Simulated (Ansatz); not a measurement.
## Run report: W14Se27 (charge +1), geometry relaxation (part 1 of 4)

The run: geometry relaxation of W14Se27 (defect cell, 41 atoms in the cell, total charge +1). Method and program: DFT PBE+D3(BJ), scalar-relativistic, plane waves, PAW, spin-polarised (Ansatz 0.2.0).

The structure derives from a Materials Project entry. It belongs to a series of runs on one base structure; here: Se vacancy (site f), charge +1, atoms relaxed at the host's cell.

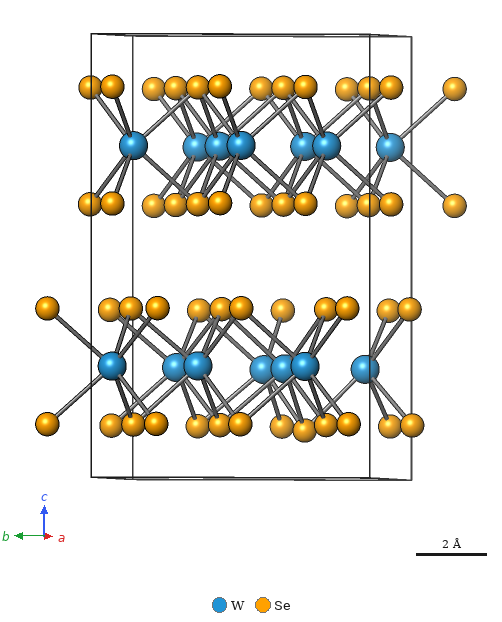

**Figure 1.** The starting structure (ball-and-stick view of the cell of the calculation, seen at an oblique angle; bonded neighbours outside the cell are drawn too). An atom can appear more than once, as a periodic image.

### The input
```yaml
crystal:
  lattice:
    - [1.639520277, -8.5191972597, 0.0]
    - [6.5580811083, 5.6794648397, 0.0]
    - [0.0, 0.0, 12.7928245273]
  atoms:
    - { symbol: W, position: [0.8901529432, 0.5127036596, 0.2480077145], spin: 0.333 }
    - { symbol: W, position: [0.4872963404, 0.3774492836, 0.2480077145], spin: 0.333 }
    - { symbol: W, position: [0.0466907815, 0.2397829366, 0.2513356215] }
    - { symbol: W, position: [0.7602170634, 0.8069078449, 0.2513356215] }
    - { symbol: W, position: [0.3333333333, 0.6666666667, 0.2531684548] }
    - { symbol: W, position: [0.6225507164, 0.1098470568, 0.2480077145], spin: 0.333 }
    - { symbol: W, position: [0.1930921551, 0.9533092185, 0.2513356215] }
    - { symbol: W, position: [0.6666666667, 0.3333333333, 0.7505521334] }
    - { symbol: W, position: [0.2381350618, 0.1904360768, 0.7496204781] }
    - { symbol: W, position: [0.8095639232, 0.047698985, 0.7496204781] }
    - { symbol: W, position: [0.5238166982, 0.6189649479, 0.7495693858] }
    - { symbol: W, position: [0.0951482497, 0.4761833018, 0.7495693858] }
    - { symbol: W, position: [0.3810350521, 0.9048517503, 0.7495693858] }
    - { symbol: W, position: [0.952301015, 0.7618649382, 0.7496204781] }
    - { symbol: Se, position: [0.2461709374, 0.1936129754, 0.3811981076] }
    - { symbol: Se, position: [0.8063870246, 0.052557962, 0.3811981076] }
    - { symbol: Se, position: [0.5259913584, 0.6102195581, 0.3822841826] }
    - { symbol: Se, position: [0.0842281997, 0.4740086416, 0.3822841826] }
    - { symbol: Se, position: [0.3897804419, 0.9157718003, 0.3822841826] }
    - { symbol: Se, position: [0.947442038, 0.7538290626, 0.3811981076] }
    - { symbol: Se, position: [0.9054601406, 0.5243496277, 0.8815219378] }
    - { symbol: Se, position: [0.4756503723, 0.3811105129, 0.8815219378] }
    - { symbol: Se, position: [0.0477322101, 0.2381260271, 0.8813681251] }
    - { symbol: Se, position: [0.7618739729, 0.809606183, 0.8813681251] }
    - { symbol: Se, position: [0.3333333333, 0.6666666667, 0.8812373022] }
    - { symbol: Se, position: [0.6188894871, 0.0945398594, 0.8815219378] }
    - { symbol: Se, position: [0.190393817, 0.9522677899, 0.8813681251] }
    - { symbol: Se, position: [0.6666666667, 0.3333333333, 0.1098146795] }
    - { symbol: Se, position: [0.2404578581, 0.1930227531, 0.1201947686] }
    - { symbol: Se, position: [0.8069772469, 0.047435105, 0.1201947686] }
    - { symbol: Se, position: [0.5210609595, 0.615290246, 0.1206911982] }
    - { symbol: Se, position: [0.0942292865, 0.4789390405, 0.1206911982] }
    - { symbol: Se, position: [0.384709754, 0.9057707135, 0.1206911982] }
    - { symbol: Se, position: [0.952564895, 0.7595421419, 0.1201947686] }
    - { symbol: Se, position: [0.9036675381, 0.5230716086, 0.618220948] }
    - { symbol: Se, position: [0.4769283914, 0.3805959295, 0.618220948] }
    - { symbol: Se, position: [0.0477001675, 0.2381075007, 0.6179002778] }
    - { symbol: Se, position: [0.7618924993, 0.8095926667, 0.6179002778] }
    - { symbol: Se, position: [0.3333333333, 0.6666666667, 0.6178134047] }
    - { symbol: Se, position: [0.6194040705, 0.0963324619, 0.618220948] }
    - { symbol: Se, position: [0.1904073333, 0.9522998325, 0.6179002778] }
  host:
    lattice:
      - [3.2790405541, 0.0, 0.0]
      - [-1.639520277, 2.8397324199, 0.0]
      - [0.0, 0.0, 12.7928245273]
    atoms:
      - { symbol: W, position: [0.6666666667, 0.3333333333, 0.2500158825] }
      - { symbol: W, position: [0.3333333333, 0.6666666667, 0.7499841175] }
      - { symbol: Se, position: [0.3333333333, 0.6666666667, 0.3816757888] }
      - { symbol: Se, position: [0.6666666667, 0.3333333333, 0.8816435852] }
      - { symbol: Se, position: [0.3333333333, 0.6666666667, 0.1183564148] }
      - { symbol: Se, position: [0.6666666667, 0.3333333333, 0.6183242112] }
total_charge: 1
basis:
  ecutwfc: 420
  xc_grid: 2
kpoints:
  mp_grid: { grid: [2, 2, 2], shift: [0.0, 0.0, 0.0] }
hamiltonian:
  xc: pbe
  dispersion: d3bj
scf:
  occupations: { method: gaussian, width: 0.01 }
output:
  forces: true
  stress: false
  eigenvalues: true
  populations: true
  charged_corrections:
    defect_position: [0.66666667, 0.33333333, 0.38167579]
    epsilon: [[15.759, 0.0, 0.0], [0.0, 15.759, 0.0], [0.0, 0.0, 8.2223]]
  write_density: true
  write_potential: true
  elf: true
  volumetric_format: npy
magnetization:
  spin_polarized: true
relax:
  adjacent_minimum: "off"
  f_tol: 0.025
  max_steps: 45
```

Machine: 4 threads of Intel Xeon (Granite Rapids), 16 GiB of memory available, shared host.

Launch command:
```bash
ansatz run input.yaml --threads 4 --pin off --max-ram 10240MiB --backend cpu --events-out ev --progress --plain --runs-dir out
```

### Log
```
Engine: ansatz 0.2.0, x86_64-unknown-linux-gnu
Pseudopotentials: kind: paw
Pseudopotential: W, paw, valence charge 14, recommended cutoff 420 eV (normal), W.paw.azcp
Pseudopotential: Se, paw, valence charge 16, recommended cutoff 420 eV (normal), Se.paw.azcp
Functional definition: PBE
  parameter kappa = 0.804
  parameter beta = 0.06672455060314922
  exchange = pbe_x(kappa = kappa, mu = beta*pi^2/3)
  correlation = pbe_c(beta = beta)
Crystal: 41 atoms, lattice volume = 833.851 Å³
Basis set: ecut = 420 eV, 16321 PW (Γ), exchange–correlation on 120×120×180 points (8 copies of the dense FFT grid, shifted against one another)
Bands: 377, of which v1, the nominal top of the filled ones, is band 314 counted from 1 (313 counted from 0)
Symmetry: 3 space group operations
Space group: P3 (ITA 143), of the structure as read, at distance tolerance 9.4e-5 Å
Magnetic group: BNS 143.1 (UNI 1231), of the structure as read, at distance tolerance 9.4e-5 Å
k-points: 4 of 8
Non-local potential: W, projectors of the file, l = 0: 3, l = 1: 2, l = 2: 2, l = 3: 1
Non-local potential: Se, projectors of the file, l = 0: 2, l = 1: 2, l = 2: 3, l = 3: 1
PAW form: soft (Blöchl's): semilocal exchange-correlation on the pseudo side does not see the compensation charge
PAW one-centre angular grid: W, 590 points (default); XC on 64 Gauss nodes
PAW one-centre angular grid: Se, 590 points (default); XC on 64 Gauss nodes
Initial density: superposition of atomic densities (chi_scale 0.1, normalization cell)
Starting moments: Σ|m| = 0.999 μB on 3 of 41 sites
Initial wavefunctions: pseudopotential atomic-orbital guess
Functional: x = pbe(κ = 0.804, μ = 0.2195149727645171), c = pbe(β = 0.06672455060314922)
iter 1 solved again at ethr=2.36e-3 eV; its pass at ethr=3.10e-3 eV (dr2=1.48e1 eV) is discarded
SCF iter   1: F=—  HF=-293108.119735 eV  |F-HF|=—  |Δ(HF+E_count)|=         —  Δρ=1.72e-2 (↑1.72e-2 ↓1.66e-2)  dr2=1.49e1  dr2_m=1.97e-2  M=0.250 μB ∫|m|=0.694 μB  β_m=0.30  ethr=2.36e-3  ⟨swp⟩=1.5  Hψ=15724  notcnv=0
Mixer restart at iter 1: flushing history
preconditioner: auto → Resta (q_TF=auto, 2.602 Å⁻¹)  ε∞=6.3  [insulator: Δε(μ)=0.024 eV  Ē_g=8.740 eV  σ=0.010 eV  W_gap=0.68  n_scr=262 (ndim 8)  ℏωp=20.1 eV  f_vac=0.027  D(μ)=21.29/eV (n_scr^D=134)  ε∞_Penn≈6.3]
spin=Collinear: Resta preconditioning applied to the charge; magnetization (m = ρ↑ − ρ↓) channel mixes plain (no charge-response kernel on spin).
SCF iter   2: F=—  HF=-293106.293928 eV  |F-HF|=—  |Δ(HF+E_count)|=    1.83e0  Δρ=1.28e-2 (↑1.28e-2 ↓1.25e-2)  dr2=8.41e0  dr2_m=1.26e-2  M=0.250 μB ∫|m|=0.623 μB  β_m=0.65  ethr=2.36e-3  ⟨swp⟩=2.0  Hψ=3526  notcnv=0
preconditioner: auto → Kerker (q_TF=auto, 2.602 Å⁻¹)  [metal: Δε(μ)=0.004 eV  Ē_g=8.687 eV  σ=0.010 eV  W_gap=0.21  n_scr=262 (ndim 8)  ℏωp=20.1 eV  f_vac=0.027  D(μ)=27.47/eV (n_scr^D=218)]
spin=Collinear: Kerker preconditioning applied to the charge; magnetization (m = ρ↑ − ρ↓) channel mixes plain (no charge-response kernel on spin).
SCF iter   3: F=—  HF=-293104.395360 eV  |F-HF|=—  |Δ(HF+E_count)|=    1.90e0  Δρ=2.66e-3 (↑2.23e-3 ↓2.66e-3)  dr2=7.13e-1  dr2_m=1.55e-3  M=0.224 μB ∫|m|=0.427 μB  β_m=0.72  ethr=1.34e-3  ⟨swp⟩=3.5  Hψ=5241  notcnv=0  defer=2
SCF iter   4: F=—  HF=-293104.334507 eV  |F-HF|=—  |Δ(HF+E_count)|=   6.09e-2  Δρ=1.27e-3 (↑1.14e-3 ↓1.27e-3)  dr2=2.83e-1  dr2_m=4.40e-4  M=0.236 μB ∫|m|=0.338 μB  β_m=0.79  ethr=1.14e-4  ⟨swp⟩=2.9  Hψ=5728  notcnv=0  defer=468
SCF iter   5: F=—  HF=-293104.316425 eV  |F-HF|=—  |Δ(HF+E_count)|=         —  Δρ=8.53e-4 (↑8.53e-4 ↓7.33e-4)  dr2=6.93e-2  dr2_m=1.35e-4  M=0.228 μB ∫|m|=0.243 μB  β_m=0.79  ethr=4.51e-5  ⟨swp⟩=2.0  Hψ=3689  notcnv=0  defer=468
preconditioner: auto → Resta (q_TF=auto, 2.602 Å⁻¹)  ε∞=6.5  [insulator: Δε(μ)=0.015 eV  Ē_g=8.582 eV  σ=0.010 eV  W_gap=0.58  n_scr=262 (ndim 8)  ℏωp=20.1 eV  f_vac=0.042  D(μ)=27.35/eV (n_scr^D=206)  ε∞_Penn≈6.5]
spin=Collinear: Resta preconditioning applied to the charge; magnetization (m = ρ↑ − ρ↓) channel mixes plain (no charge-response kernel on spin).
SCF iter   6: F=—  HF=-293104.332878 eV  |F-HF|=—  |Δ(HF+E_count)|=   1.65e-2  Δρ=5.33e-4 (↑4.52e-4 ↓5.33e-4)  dr2=1.97e-2  dr2_m=1.27e-4  M=0.209 μB ∫|m|=0.224 μB  β_m=0.87  ethr=1.10e-5  ⟨swp⟩=3.0  Hψ=4912  notcnv=0  defer=468
SCF iter   7: F=—  HF=-293104.335591 eV  |F-HF|=—  |Δ(HF+E_count)|=   2.71e-3  Δρ=3.80e-4 (↑3.80e-4 ↓3.63e-4)  dr2=1.84e-2  dr2_m=1.11e-5  M=0.209 μB ∫|m|=0.223 μB  β_m=0.80  ethr=3.13e-6  ⟨swp⟩=2.1  Hψ=4274  notcnv=0  defer=466
SCF iter   8: F=—  HF=-293104.335426 eV  |F-HF|=—  |Δ(HF+E_count)|=   1.64e-4  Δρ=1.31e-4 (↑1.19e-4 ↓1.31e-4)  dr2=1.92e-3  dr2_m=1.59e-6  M=0.203 μB ∫|m|=0.216 μB  β_m=0.79  ethr=2.94e-6  ⟨swp⟩=2.1  Hψ=3249  notcnv=0  defer=464
SCF iter   9: F=—  HF=-293104.335968 eV  |F-HF|=—  |Δ(HF+E_count)|=   5.42e-4  Δρ=8.10e-5 (↑8.10e-5 ↓8.00e-5)  dr2=7.15e-4  dr2_m=5.16e-7  M=0.201 μB ∫|m|=0.214 μB  β_m=0.75  ethr=3.07e-7  ⟨swp⟩=2.0  Hψ=3769  notcnv=0  defer=464
SCF iter  10: F=—  HF=-293104.336049 eV  |F-HF|=—  |Δ(HF+E_count)|=   8.08e-5  Δρ=3.78e-5 (↑3.67e-5 ↓3.78e-5)  dr2=1.08e-4  dr2_m=5.34e-7  M=0.201 μB ∫|m|=0.214 μB  β_m=0.79  ethr=1.14e-7  ⟨swp⟩=2.0  Hψ=3771  notcnv=0  defer=464
SCF iter  11: F=—  HF=-293104.336111 eV  |F-HF|=—  |Δ(HF+E_count)|=   6.18e-5  Δρ=1.79e-5 (↑1.48e-5 ↓1.79e-5)  dr2=2.43e-5  dr2_m=7.21e-8  M=0.200 μB ∫|m|=0.213 μB  β_m=0.84  ethr=1.73e-8  ⟨swp⟩=2.0  Hψ=3918  notcnv=0  defer=464
SCF iter  12: F=-293104.336130 eV  HF=-293104.336129 eV  |F-HF|=1.11e-6  |Δ(HF+E_count)|=   1.85e-5  Δρ=6.85e-6 (↑6.62e-6 ↓6.85e-6)  dr2=4.84e-6  dr2_m=6.33e-9  M=0.200 μB ∫|m|=0.213 μB  ethr=2.49e-9  ⟨swp⟩=16.0  Hψ=30955  notcnv=0
SCF 1 converged in 12 iterations: F = -293104.336130 eV  dr2 = 4.84e-6
  greatest PAW one-centre occupation: 1.000 electrons in one spin orbital (limit 2), on the Se atom at site 27 (counted from 0), in its partial waves of l = 2
relax step   1: F+E_penalty+E_count = -293104.33613040 eV  Δ(F+E_penalty+E_count) = +0.000e0 eV  max|allowed force component| = 7.081e-2 eV/Å  Δτ_max = 0.0000 Å  (12 SCF iters, dr2 threshold 1.56e-5 eV, accepted)
Initial density: handed on by an earlier stage of this run
Starting moments: Σ|m| = 0.999 μB on 3 of 41 sites; this step starts from the density that it was given
Initial wavefunctions: those handed on with the density
iter 1 solved again at ethr=2.23e-5 eV; its pass at ethr=3.10e-3 eV (dr2=1.40e-1 eV) is discarded
SCF iter   1: F=—  HF=-293104.325924 eV  |F-HF|=—  |Δ(HF+E_count)|=         —  Δρ=1.79e-3 (↑1.78e-3 ↓1.79e-3)  dr2=1.40e-1  dr2_m=5.07e-4  M=0.198 μB ∫|m|=0.212 μB  β_m=0.65  ethr=2.23e-5  ⟨swp⟩=2.0  Hψ=8974  notcnv=0  defer=464
preconditioner: auto → Resta (q_TF=auto, 2.602 Å⁻¹)  ε∞=6.5  [insulator: Δε(μ)=0.012 eV  Ē_g=8.605 eV  σ=0.010 eV  W_gap=0.53  n_scr=262 (ndim 8)  ℏωp=20.1 eV  f_vac=0.049  D(μ)=27.57/eV (n_scr^D=218)  ε∞_Penn≈6.5]
spin=Collinear: Resta preconditioning applied to the charge; magnetization (m = ρ↑ − ρ↓) channel mixes plain (no charge-response kernel on spin).
SCF iter   2: F=—  HF=-293104.318272 eV  |F-HF|=—  |Δ(HF+E_count)|=   7.65e-3  Δρ=7.38e-4 (↑7.38e-4 ↓7.31e-4)  dr2=2.89e-2  dr2_m=8.50e-5  M=0.200 μB ∫|m|=0.213 μB  β_m=0.49  ethr=2.23e-5  ⟨swp⟩=2.0  Hψ=3352  notcnv=0  defer=464
SCF iter   3: F=—  HF=-293104.316309 eV  |F-HF|=—  |Δ(HF+E_count)|=   1.96e-3  Δρ=4.94e-4 (↑4.92e-4 ↓4.94e-4)  dr2=5.18e-3  dr2_m=3.37e-5  M=0.202 μB ∫|m|=0.215 μB  β_m=0.63  ethr=4.61e-6  ⟨swp⟩=2.0  Hψ=3334  notcnv=0  defer=464
SCF iter   4: F=—  HF=-293104.316718 eV  |F-HF|=—  |Δ(HF+E_count)|=   4.09e-4  Δρ=2.70e-4 (↑2.70e-4 ↓2.70e-4)  dr2=3.79e-3  dr2_m=6.76e-6  M=0.203 μB ∫|m|=0.217 μB  β_m=0.51  ethr=8.26e-7  ⟨swp⟩=2.0  Hψ=4052  notcnv=0  defer=464
SCF iter   5: F=—  HF=-293104.316472 eV  |F-HF|=—  |Δ(HF+E_count)|=   2.46e-4  Δρ=6.41e-5 (↑6.41e-5 ↓6.34e-5)  dr2=1.64e-4  dr2_m=1.63e-7  M=0.205 μB ∫|m|=0.219 μB  β_m=0.66  ethr=6.05e-7  ⟨swp⟩=2.0  Hψ=3052  notcnv=0  defer=464
SCF iter   6: F=—  HF=-293104.316511 eV  |F-HF|=—  |Δ(HF+E_count)|=   3.91e-5  Δρ=2.30e-5 (↑2.30e-5 ↓2.21e-5)  dr2=3.56e-5  dr2_m=5.47e-8  M=0.206 μB ∫|m|=0.220 μB  β_m=0.70  ethr=2.62e-8  ⟨swp⟩=2.0  Hψ=3771  notcnv=0  defer=464
SCF iter   7: F=—  HF=-293104.316516 eV  |F-HF|=—  |Δ(HF+E_count)|=   4.85e-6  Δρ=1.01e-5 (↑1.01e-5 ↓9.82e-6)  dr2=8.79e-6  dr2_m=1.81e-8  M=0.207 μB ∫|m|=0.222 μB  β_m=0.67  ethr=5.68e-9  ⟨swp⟩=2.0  Hψ=3778  notcnv=0  defer=464
SCF iter   8: F=—  HF=-293104.316518 eV  |F-HF|=—  |Δ(HF+E_count)|=   1.60e-6  Δρ=5.47e-6 (↑5.39e-6 ↓5.47e-6)  dr2=2.02e-6  dr2_m=1.36e-8  M=0.208 μB ∫|m|=0.222 μB  β_m=0.81  ethr=1.40e-9  ⟨swp⟩=2.0  Hψ=3676  notcnv=0  defer=464
SCF iter   9: F=—  HF=-293104.316520 eV  |F-HF|=—  |Δ(HF+E_count)|=   2.75e-6  Δρ=3.22e-6 (↑3.17e-6 ↓3.22e-6)  dr2=1.02e-6  dr2_m=6.20e-9  M=0.208 μB ∫|m|=0.223 μB  β_m=0.90  ethr=3.22e-10  ⟨swp⟩=2.0  Hψ=5490  notcnv=0  defer=464
SCF iter  10: F=—  HF=-293104.316521 eV  |F-HF|=—  |Δ(HF+E_count)|=   6.74e-7  Δρ=3.13e-6 (↑2.93e-6 ↓3.13e-6)  dr2=1.10e-6  dr2_m=2.47e-9  M=0.208 μB ∫|m|=0.223 μB  β_m=0.77  ethr=1.63e-10  ⟨swp⟩=2.0  Hψ=4328  notcnv=0  defer=464
SCF iter  11: F=—  HF=-293104.316521 eV  |F-HF|=—  |Δ(HF+E_count)|=   1.94e-7  Δρ=1.26e-6 (↑1.25e-6 ↓1.26e-6)  dr2=1.38e-7  dr2_m=6.79e-10  M=0.209 μB ∫|m|=0.223 μB  β_m=0.70  ethr=1.63e-10  ⟨swp⟩=2.0  Hψ=3778  notcnv=0  defer=464
SCF iter  12: F=—  HF=-293104.316521 eV  |F-HF|=—  |Δ(HF+E_count)|=   1.39e-7  Δρ=6.66e-7 (↑6.19e-7 ↓6.66e-7)  dr2=3.62e-8  dr2_m=4.28e-10  M=0.209 μB ∫|m|=0.224 μB  β_m=0.85  ethr=2.20e-11  ⟨swp⟩=2.0  Hψ=4246  notcnv=0  defer=464
SCF iter  13: F=-293104.316521 eV  HF=-293104.316521 eV  |F-HF|=7.83e-8  |Δ(HF+E_count)|=   6.57e-8  Δρ=8.13e-7 (↑8.13e-7 ↓7.94e-7)  dr2=8.39e-8  dr2_m=2.13e-10  M=0.209 μB ∫|m|=0.224 μB  ethr=5.78e-12  ⟨swp⟩=12.4  Hψ=21501  notcnv=0
SCF 2 converged in 13 iterations: F = -293104.316521 eV  dr2 = 8.39e-8
relax step   2: F+E_penalty+E_count = -293104.31652093 eV  Δ(F+E_penalty+E_count) = +1.961e-2 eV  max|allowed force component| = 1.356e-1 eV/Å  Δτ_max = 0.0527 Å  (13 SCF iters, rejected (line search))
```
